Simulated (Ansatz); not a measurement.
# Co2Si: geometry relaxation (part 3 of 3)

Continued. System: Co2Si (Pnma, 12 atoms in the cell). Method: DFT r2SCAN, scalar-relativistic, plane waves, PAW (Ansatz 0.2.0); cutoff 500 eV, 4×6×4 k-mesh, Gaussian smearing of 0.1 eV, collinear spins. The structure derives from an entry of the Crystallography Open Database. The run did not end well.

Geometry of the input (Å; fractional positions):
```
4.9180  0.0000  0.0000
0.0000  3.7380  0.0000
0.0000  0.0000  7.1090
Co 0.9620  0.7500  0.2180
Co 0.0380  0.2500  0.7820
Co 0.5380  0.2500  0.7180
Co 0.4620  0.7500  0.2820
Co 0.8260  0.7500  0.5620
Co 0.1740  0.2500  0.4380
Co 0.6740  0.2500  0.0620
Co 0.3260  0.7500  0.9380
Si 0.2980  0.7500  0.6110
Si 0.7020  0.2500  0.3890
Si 0.2020  0.2500  0.1110
Si 0.7980  0.7500  0.8890
```

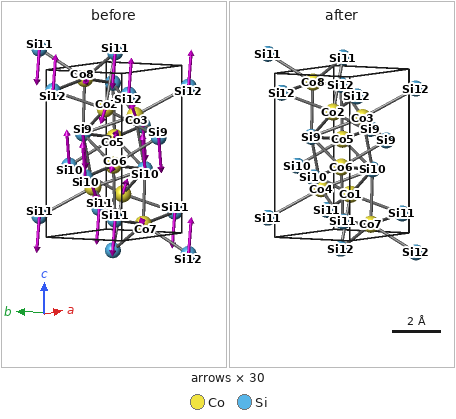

Figure 1. Before (left) and after (right) the relaxation, at one scale (ball-and-stick view of the cell of the calculation, with bonded neighbours outside it, seen at an oblique angle). The pink arrows give the displacements (without the part carried along by the change of the cell), magnified 30 times. The run was cut off at its time limit before the relaxation converged, so the last structure is only a point on the way. Over 4 geometry steps the energy falls by 0.192 eV per cell of the calculation. Largest force component: 0.31 eV/Å at the start, 0.017 eV/Å at the end. The pressure goes from −8.77 to −0.01 GPa. The largest moves relative to the cell, 0.052 Å, are those of Si9, Si10, Si11 and Si12. By element the largest moves are Si 0.052 Å, Co 0.025 Å. Cell: a 4.918 → 4.855 Å (−1.3 %), b 3.738 → 3.709 Å (−0.8 %), c 7.109 → 6.962 Å (−2.1 %). Volume −4.1 %. Among the contacts that change: Co1–Si12 2.474 → 2.397 Å, Co5–Si10 2.319 → 2.275 Å, Co5–Si9 2.620 → 2.580 Å, Co1–Si11 2.338 → 2.328 Å. Among the angles that change: Si12–Co8–Si12 163.8° → 166.8°. The space group stays Pnma (No. 62). (Atoms are counted from 1 in the order of the input.)

```
Step cancelled. What follows is not a result of the run: it is the report of the last solve that finished, which converged after 11 SCF iterations.
Magnetization: 6.2953 μB (79.1477 up, 72.8523 down)
Absolute magnetization: 8.1932 μB (∫|ρ↑−ρ↓|, with the PAW one-centre terms)
Spin contamination: 0.3063 ħ² per cell (⟨S²⟩ above its minimum at these occupations)
Per-site moments (μB) at R_I (Å): [(1.1055292640538659, 0.9602193605099024), (1.1055292640538656, 0.9602193605099024), (1.105529264053866, 0.9602193605099024), (1.1055292640538652, 0.9602193605099026), (0.6933124264689843, 0.9382794319117981), (0.6933124264689838, 0.9382794319117982), (0.6933124264689855, 0.9382794319117982), (0.693312426468986, 0.9382794319117982), (-0.051779109317755354, 0.9382794319117982), (-0.051779109317755194, 0.9382794319117981), (-0.05177910931775475, 0.9382794319117982), (-0.05177910931775531, 0.9382794319117982)]
Free energy (F): -43612.527574 eV
Harris-Foulkes:  -43612.527574 eV  (|F-HF|=9.31e-9)
Internal energy: -43612.493110 eV  (E = F + TS)
E sigma→0 (E₀):  -43612.510342 eV
Entropy (-TS):   -0.034464 eV (-2.872 meV/atom)
Fermi energy:    17.821329 eV
--- Per-component energies (eV) ---
  E_band       = -2041.209677
  E_kinetic    = 3842.785653
  E_local      = -26004.685669  (includes V_loc(G=0)·N_el)
  E_nonlocal   = 3763.777659
  E_hartree    = 11197.469004
  E_xc         = -1482.599418
  E_vxc        = -2064.358143  (∫ρ·V_xc dr)
  E_paw        = -14285.043377  (= ΣΔE_a)
  E_vpaw       = -4101.941755  (= ΣTr[D̂ρ^β])
  E_aug_tail   = 0.000278  (compensation charges beyond the density's cutoff)
  E_vtau       = 128.269242  (kinetic-family band-sum trace: ∫τ·v_τ [+ j·A + Jᵃ·Aᵃ] dr)
  E_ewald      = -20641.529859
  E_core_change = -2.667382  (= ΣΔE_core)
  E_smearing   = -0.034464  (= −TS)
  E_closure    = -0.000000  (closes the sum)
  Σ components = -43612.527574   (vs F -43612.527574, Δ=0.00e0)
--- Forces (eV/Å), atoms counted from 1 ---
  atom   1  Co    -0.00447778     0.00000000     0.01650754
  atom   2  Co     0.00447778    -0.00000000    -0.01650754
  atom   3  Co     0.00447778    -0.00000000     0.01650754
  atom   4  Co    -0.00447778     0.00000000    -0.01650754
  atom   5  Co    -0.01479106    -0.00000000    -0.00065941
  atom   6  Co     0.01479106     0.00000000     0.00065941
  atom   7  Co     0.01479106     0.00000000    -0.00065941
  atom   8  Co    -0.01479106    -0.00000000     0.00065941
  atom   9  Si    -0.01323494    -0.00000000     0.00233615
  atom  10  Si     0.01323494     0.00000000    -0.00233615
  atom  11  Si     0.01323494     0.00000000     0.00233615
  atom  12  Si    -0.01323494    -0.00000000    -0.00233615
  max |Σ_I F_I| component: 3.47e-18 eV/Å
--- Stress (GPa, compression-positive) ---
       -0.033207       0.000000       0.000000
        0.000000      -0.195484      -0.000000
        0.000000      -0.000000      -0.091863
  P = ⅓ Tr σ = -0.1069 GPa (-1.069 kbar)
--- Band table (eV; the first three rows and the last of 72) ---
  k-point 0 ↑: bands = ["-81.4129", "-81.4122", "-81.3916", "-81.3915", "-80.9471", "-80.9465", "-80.9390", "-80.9390", "-43.5035", "-43.4981", "-43.3646", "-43.3634", "-43.2676", "-43.2558", "-43.1930", "-43.1911", "-43.1029", "-43.0972", "-43.0712", "-43.0707", "-42.9047", "-42.9028", "-42.8954", "-42.8939", "-42.7810", "-42.7723", "-42.7478", "-42.7382", "-42.7377", "-42.7367", "-42.7058", "-42.6998", "4.7594", "7.3601", "7.7771", "9.7757", "11.2151", "11.4022", "12.3877", "12.4284", "12.7495", "13.0317", "13.1162", "13.4795", "13.5654", "13.7314", "13.7424", "13.8093", "13.9057", "14.1536", "14.2803", "14.4744", "14.5385", "14.7850", "14.9506", "15.0318", "15.4419", "15.5398", "15.5461", "15.6436", "15.7569", "15.9652", "16.0471", "16.0730", "16.1644", "16.1896", "16.2282", "16.4400", "16.5668", "16.5980", "16.7412", "16.7598", "16.8613", "16.9411", "17.0508", "17.1002", "17.1127", "17.2010", "17.6710", "18.0181", "19.1929", "19.5605", "20.2412", "21.2111", "21.2436", "21.5570", "22.0166", "22.1940", "23.2990", "23.5881", "24.1074", "24.6878", "25.0352", "25.0617", "25.6631", "26.8604", "27.0825"]
  k-point 1 ↑: bands = ["-81.4128", "-81.4123", "-81.3916", "-81.3915", "-80.9470", "-80.9466", "-80.9390", "-80.9390", "-43.5027", "-43.4989", "-43.3645", "-43.3636", "-43.2659", "-43.2576", "-43.1927", "-43.1913", "-43.1021", "-43.0981", "-43.0712", "-43.0708", "-42.9033", "-42.9019", "-42.8963", "-42.8954", "-42.7797", "-42.7735", "-42.7463", "-42.7385", "-42.7381", "-42.7378", "-42.7047", "-42.7005", "4.9563", "6.4279", "8.7029", "9.7357", "11.2039", "11.7133", "11.9153", "12.5100", "12.8354", "12.9679", "13.2420", "13.3724", "13.4659", "13.6123", "13.8143", "13.8253", "13.8940", "14.1423", "14.2115", "14.2822", "14.6693", "14.7827", "14.7837", "14.8690", "15.5518", "15.5543", "15.6960", "15.8064", "15.8449", "15.8938", "16.0472", "16.1396", "16.1543", "16.3555", "16.3625", "16.3998", "16.4940", "16.6308", "16.7495", "16.7550", "16.9267", "16.9479", "17.0567", "17.1059", "17.1598", "17.5121", "17.6543", "17.8987", "18.6940", "19.4849", "19.7452", "19.9474", "21.9389", "22.0663", "22.7267", "22.8200", "23.0927", "23.5797", "23.8463", "25.0480", "25.2289", "25.4361", "25.6930", "26.3178", "26.5403"]
  k-point 2 ↑: bands = ["-81.4126", "-81.4126", "-81.3916", "-81.3916", "-80.9468", "-80.9468", "-80.9390", "-80.9390", "-43.5008", "-43.5008", "-43.3641", "-43.3641", "-43.2618", "-43.2618", "-43.1919", "-43.1919", "-43.1001", "-43.1001", "-43.0710", "-43.0710", "-42.9005", "-42.9005", "-42.8979", "-42.8979", "-42.7765", "-42.7765", "-42.7426", "-42.7426", "-42.7380", "-42.7380", "-42.7024", "-42.7024", "5.5312", "5.5312", "9.4617", "9.4617", "11.4154", "11.4154", "12.2679", "12.2679", "13.0298", "13.0298", "13.0696", "13.0696", "13.4640", "13.4640", "13.9058", "13.9058", "14.0080", "14.0080", "14.1914", "14.1914", "14.5890", "14.5890", "14.7723", "14.7723", "15.6254", "15.6254", "15.9881", "15.9881", "16.0019", "16.0019", "16.0657", "16.0657", "16.1744", "16.1744", "16.3974", "16.3974", "16.5289", "16.5289", "16.8429", "16.8429", "17.0545", "17.0545", "17.0857", "17.0857", "17.3181", "17.3181", "17.7360", "17.7360", "18.6407", "18.6407", "19.8279", "19.8279", "21.8384", "21.8384", "23.0247", "23.0247", "23.4339", "23.4339", "25.0871", "25.0871", "25.4502", "25.4502", "26.2722", "26.2722", "26.3995"]
  k-point 35 ↓: bands = ["-79.8195", "-79.8195", "-79.8195", "-79.8195", "-79.6210", "-79.6210", "-79.6210", "-79.6210", "-41.7596", "-41.7596", "-41.7596", "-41.7596", "-41.7128", "-41.7128", "-41.7128", "-41.7128", "-41.6498", "-41.6498", "-41.6498", "-41.6498", "-41.5224", "-41.5224", "-41.5224", "-41.5224", "-41.5052", "-41.5052", "-41.5052", "-41.5052", "-41.4258", "-41.4258", "-41.4258", "-41.4258", "8.3774", "8.3774", "8.3774", "8.3774", "10.5364", "10.5364", "10.5364", "10.5364", "13.6988", "13.6988", "13.6988", "13.6988", "14.0537", "14.0537", "14.0537", "14.0537", "15.2562", "15.2562", "15.2562", "15.2562", "15.9897", "15.9897", "15.9897", "15.9897", "16.2605", "16.2605", "16.2605", "16.2605", "16.8272", "16.8272", "16.8272", "16.8272", "16.9898", "16.9898", "16.9898", "16.9898", "17.1285", "17.1285", "17.1285", "17.1285", "17.7389", "17.7389", "17.7389", "17.7389", "19.0974", "19.0974", "19.0974", "19.0974", "20.0403", "20.0403", "20.0403", "20.0403", "22.0961", "22.0961", "22.0961", "22.0961", "25.1058", "25.1058", "25.1058", "25.1058", "26.3338", "26.3338", "26.3338", "26.3338", "29.0316"]
End of that report.
Error: SIGTERM received: cancelled by the caller after 6 completed SCF iterations
```

**Trajectory as extended XYZ (Å, eV, eV/Å), 5 frames, from step=1 to step=5**
```
12
Lattice="4.9180 0.0000 0.0000 0.0000 3.7380 0.0000 0.0000 0.0000 7.1090" Properties=species:S:1:pos:R:3:forces:R:3 step=1 energy=-43612.33590 pressure_GPa=-8.77
Co    4.7311    2.8035    1.5498   -0.0167   0.0000   0.1289
Co    0.1869    0.9345    5.5592    0.0167   0.0000  -0.1289
Co    2.6459    0.9345    5.1043    0.0167   0.0000   0.1289
Co    2.2721    2.8035    2.0047   -0.0167   0.0000  -0.1289
Co    4.0623    2.8035    3.9953    0.1295   0.0000  -0.2667
Co    0.8557    0.9345    3.1137   -0.1295   0.0000   0.2667
Co    3.3147    0.9345    0.4408   -0.1295   0.0000  -0.2667
Co    1.6033    2.8035    6.6682    0.1295   0.0000   0.2667
Si    1.4656    2.8035    4.3436   -0.1892   0.0000  -0.3146
Si    3.4524    0.9345    2.7654    0.1892   0.0000   0.3146
Si    0.9934    0.9345    0.7891    0.1892   0.0000  -0.3146
Si    3.9246    2.8035    6.3199   -0.1892   0.0000   0.3146
12
Lattice="4.8833 0.0000 0.0000 0.0000 3.7177 0.0000 0.0000 0.0000 7.0350" Properties=species:S:1:pos:R:3:forces:R:3 step=2 energy=-43612.47767 pressure_GPa=-4.02
Co    4.6983    2.7883    1.5420   -0.0085   0.0000   0.0594
Co    0.1851    0.9294    5.4930    0.0085   0.0000  -0.0594
Co    2.6267    0.9294    5.0595    0.0085   0.0000   0.0594
Co    2.2566    2.7883    1.9755   -0.0085   0.0000  -0.0594
Co    4.0365    2.7883    3.9514    0.0731   0.0000  -0.1521
Co    0.8468    0.9294    3.0836   -0.0731   0.0000   0.1521
Co    3.2885    0.9294    0.4339   -0.0731   0.0000  -0.1521
Co    1.5948    2.7883    6.6011    0.0731   0.0000   0.1521
Si    1.4556    2.7883    4.2879   -0.1051   0.0000  -0.2474
Si    3.4278    0.9294    2.7472    0.1051   0.0000   0.2474
Si    0.9861    0.9294    0.7703    0.1051   0.0000  -0.2474
Si    3.8973    2.7883    6.2647   -0.1051   0.0000   0.2474
12
Lattice="4.8555 0.0000 0.0000 0.0000 3.6996 0.0000 0.0000 0.0000 6.9674" Properties=species:S:1:pos:R:3:forces:R:3 step=3 energy=-43612.52350 pressure_GPa=0.56
Co    4.6741    2.7747    1.5361    0.0192   0.0000  -0.0111
Co    0.1814    0.9249    5.4313   -0.0192   0.0000   0.0111
Co    2.6092    0.9249    5.0198   -0.0192   0.0000  -0.0111
Co    2.2464    2.7747    1.9476    0.0192   0.0000   0.0111
Co    4.0175    2.7747    3.9142   -0.0079   0.0000   0.0213
Co    0.8380    0.9249    3.0533    0.0079   0.0000  -0.0213
Co    3.2658    0.9249    0.4305    0.0079   0.0000   0.0213
Co    1.5897    2.7747    6.5370   -0.0079   0.0000  -0.0213
Si    1.4467    2.7747    4.2259    0.0133   0.0000  -0.0802
Si    3.4088    0.9249    2.7416   -0.0133   0.0000   0.0802
Si    0.9811    0.9249    0.7422   -0.0133   0.0000  -0.0802
Si    3.8745    2.7747    6.2253    0.0133   0.0000   0.0802
12
Lattice="4.8548 0.0000 0.0000 0.0000 3.7083 0.0000 0.0000 0.0000 6.9626" Properties=species:S:1:pos:R:3:forces:R:3 step=4 energy=-43612.52683 pressure_GPa=-0.01
Co    4.6865    2.7812    1.5462   -0.0110   0.0000  -0.0523
Co    0.1683    0.9271    5.4165    0.0110   0.0000   0.0523
Co    2.5957    0.9271    5.0275    0.0110   0.0000  -0.0523
Co    2.2591    2.7812    1.9352   -0.0110   0.0000   0.0523
Co    4.0148    2.7812    3.9274    0.0051   0.0000  -0.0364
Co    0.8400    0.9271    3.0352   -0.0051   0.0000   0.0364
Co    3.2674    0.9271    0.4461   -0.0051   0.0000  -0.0364
Co    1.5874    2.7812    6.5165    0.0051   0.0000   0.0364
Si    1.4524    2.7812    4.1996    0.0086   0.0000  -0.0161
Si    3.4025    0.9271    2.7630   -0.0086   0.0000   0.0161
Si    0.9751    0.9271    0.7183   -0.0086   0.0000  -0.0161
Si    3.8798    2.7812    6.2443    0.0086   0.0000   0.0161
12
Lattice="4.8548 0.0000 0.0000 0.0000 3.7095 0.0000 0.0000 0.0000 6.9615" Properties=species:S:1:pos:R:3:forces:R:3 step=5 energy=-43612.52757 pressure_GPa=-0.01
Co    4.6834    2.7821    1.5386   -0.0045   0.0000   0.0165
Co    0.1714    0.9274    5.4229    0.0045   0.0000  -0.0165
Co    2.5988    0.9274    5.0194    0.0045   0.0000   0.0165
Co    2.2560    2.7821    1.9421   -0.0045   0.0000  -0.0165
Co    4.0188    2.7821    3.9225   -0.0148   0.0000  -0.0007
Co    0.8360    0.9274    3.0390    0.0148   0.0000   0.0007
Co    3.2634    0.9274    0.4417    0.0148   0.0000  -0.0007
Co    1.5914    2.7821    6.5198   -0.0148   0.0000   0.0007
Si    1.4543    2.7821    4.2015   -0.0132   0.0000   0.0023
Si    3.4005    0.9274    2.7600    0.0132   0.0000  -0.0023
Si    0.9731    0.9274    0.7208    0.0132   0.0000   0.0023
Si    3.8817    2.7821    6.2407   -0.0132   0.0000  -0.0023
```

**What the run reported**

```tsv
quantity	value
outcome	stopped at the time limit
space group (tolerance 0.01 Å)	Pnma (62)
final cell	a = 4.855 Å, b = 3.709 Å, c = 6.962 Å, α = 90.00°, β = 90.00°, γ = 90.00°
wall time	5.2 min (CPU time 20 min)
peak memory	1.4 GiB
```

**Diagnosis**

The run was cut off by its time limit, so the output is incomplete. The electronic state found may not be the lowest one.
